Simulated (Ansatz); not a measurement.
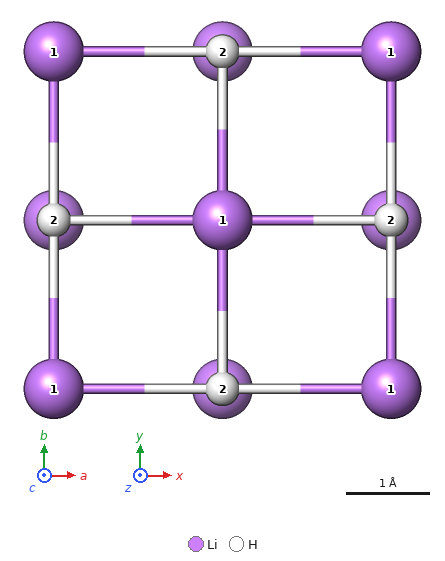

Solid LiH (Fm-3m): the cell is strained equally along x and y, with the atoms kept at their fractional coordinates. x, y and z are the Cartesian axes of the input. The picture shows the reference cell. The picture is a ball-and-stick view of the conventional cell (4 times the calculation's cell), seen along the c axis. Lengths and directions refer to the drawn axes.

The calculation used DFT PBE, scalar-relativistic, plane waves, PAW (Ansatz). Set-up: plane-wave cutoff 420 eV; k-point mesh 10 × 10 × 10; occupations gaussian; smearing width 0.05 eV; no spin polarisation. Energies (free energies at the smearing named) are counted from the cell as listed in its source, which wasn't relaxed.

```
Li H
1.0
     0.00000    2.03250    2.03250
     2.03250    0.00000    2.03250
     2.03250    2.03250    0.00000
Li H
1 1
Cartesian
  0.0000 0.0000 0.0000
  2.0325 2.0325 2.0325
```

Q: What energies does the calculation give (the strain: −0.040, −0.030, −0.020, −0.010, 0.000, 0.010, 0.020, 0.030, 0.035, 0.040)?

A:
| strain | E − E(ref) (meV/atom) |
| --- | --- |
| −0.040 | 1.8 |
| −0.030 | −0.3 |
| −0.020 | −1.2 |
| −0.010 | −1.1 |
| 0.000 | 0.0 |
| 0.010 | 1.9 |
| 0.020 | 4.7 |
| 0.030 | 8.2 |
| 0.035 | 10.2 |
| 0.040 | 12.4 |

Of the computed points the lowest is at the strain −0.02, −1.2 meV/atom. The end points stand at 1.8 meV/atom (−0.04) and 12.4 meV/atom (0.04). The unrelaxed reference is under a pressure of −1.5 GPa, which tilts the curve. The distortion takes the space group from Fm-3m to I4/mmm. At the strain −0.04 the cell of the drawing goes a 4.065 → 3.902 Å, b 4.065 → 3.902 Å.
